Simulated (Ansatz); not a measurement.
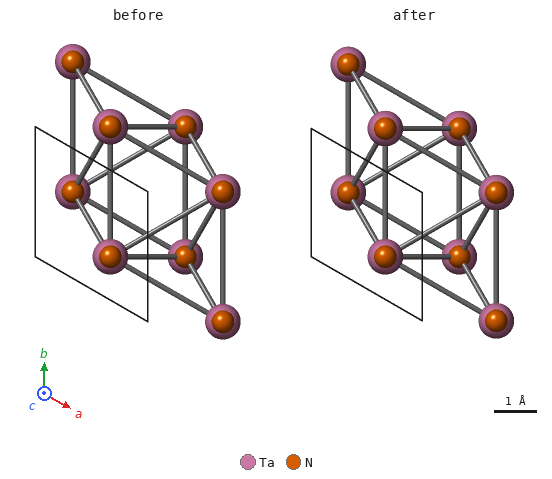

The structure of solid TaN (set up in P6_3mc) before (left) and after (right) a relaxation, at one scale.

The picture is a ball-and-stick view of the cell of the calculation, repeated 2 × 2 × 1 with one cell outlined, seen along the c axis.

Case: relaxed at 8 GPa.

Computed with DFT PBE, scalar-relativistic, plane waves, PAW in Ansatz.

Input file:
```yaml
crystal:
  lattice:
    - [3.1541941892, 0.0, 0.0]
    - [-1.5770970946, 2.7316122963, 0.0]
    - [0.0, 0.0, 6.0997039667]
  atoms:
    - { symbol: Ta, position: [0.3333333333, 0.6666666667, 0.0301068634] }
    - { symbol: Ta, position: [0.6666666667, 0.3333333333, 0.5301068634] }
    - { symbol: "N", position: [0.3333333333, 0.6666666667, 0.3548931366] }
    - { symbol: "N", position: [0.6666666667, 0.3333333333, 0.8548931366] }
basis:
  ecutwfc: 420
kpoints:
  mp_grid: { grid: [18, 18, 8] }
hamiltonian:
  xc: pbe
scf:
  occupations: { method: fermi_dirac, width: 0.15 }
output:
  forces: true
  stress: true
  eigenvalues: true
relax:
  adjacent_minimum: "off"
  f_tol: 0.001
  max_steps: 60
  cell: { stress_tol: 0.02, p_target: 8.0 }
```

Launched with:
```bash
ansatz run input.yaml --threads 1 --pin off --max-ram 3072MiB --backend cpu --events-out ev --progress --plain --runs-dir out
```

What changed between the two?

Answer. The run was cut off at its time limit before the relaxation converged, so the last structure is only a point on the way. After 4 geometry steps the energy has risen by 8.9 meV per atom. With the target pressure of 8 GPa, the enthalpy E + pV changes by −11.3 meV per atom. The pressure goes from 0.00 to 8.00 GPa. The largest moves relative to the cell, 0.004 Å, are those of Ta1, Ta2, N3 and N4. Ta1 goes along +c. Largest moves by element: Ta 0.004 Å, N 0.004 Å. The volume changes by −3.1 %, with a = b 3.154 → 3.111 Å (−1.4 %), c 6.100 → 6.079 Å (−0.3 %). Among the contacts that change: Ta1–Ta1 3.154 → 3.111 Å, Ta1–N4 2.112 → 2.092 Å, Ta1–N3 1.981 → 1.966 Å. The space group stays P6_3mc (No. 186). The run took 92 s on 1 thread of Intel(R) Xeon(R) Platinum 8375C CPU @ 2.90GHz (Ice Lake) (shared host), peak memory 0.56 GiB.
